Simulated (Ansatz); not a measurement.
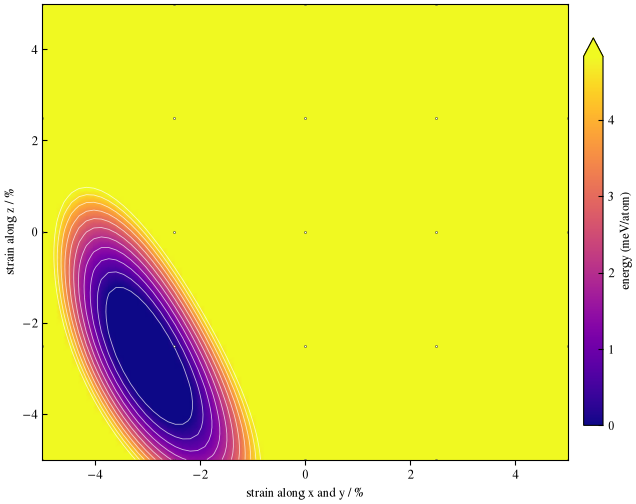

ZnO (Fm-3m, No. 225; 2 atoms in the cell). 
- The cell is strained homogeneously, by one strain along x and y and another along z, with fractional coordinates fixed (x, y and z along the cube axes).
- The first coordinate is: strain along x and y; the second: strain along z.
- The grid has 5 × 5 points.
- Points are written as (first, second).
- Energies are in meV/atom, from the lowest grid point.
- The reference cell is the one listed in the database, not relaxed at this level.
- All numbers below come from Ansatz 0.2.0, DFT LDA, scalar-relativistic, plane waves, PAW. Settings: cutoff 420 eV, k-mesh 12×12×12, gaussian smearing 0.05 eV, no spin polarisation.

In the figure: a smooth colour map with a few white contour lines, dots at the grid points, one colour for all values above the top of the scale. Between grid points the surface is interpolated.

Estimate the clamped-ion elastic constants that this map fixes.

With the cell volume of 20.4 Å³, the curvatures of the interpolated surface at its minimum give C₁₁ + C₂₂ + 2C₁₂ ≈ 880 GPa, C₃₃ ≈ 280 GPa and C₁₃ + C₂₃ ≈ 330 GPa (clamped ions, Cartesian axes of the cell). A stretch of 1 % along z with free sides (kept equal in x and y) would change the in-plane lengths by about −0.37 %.
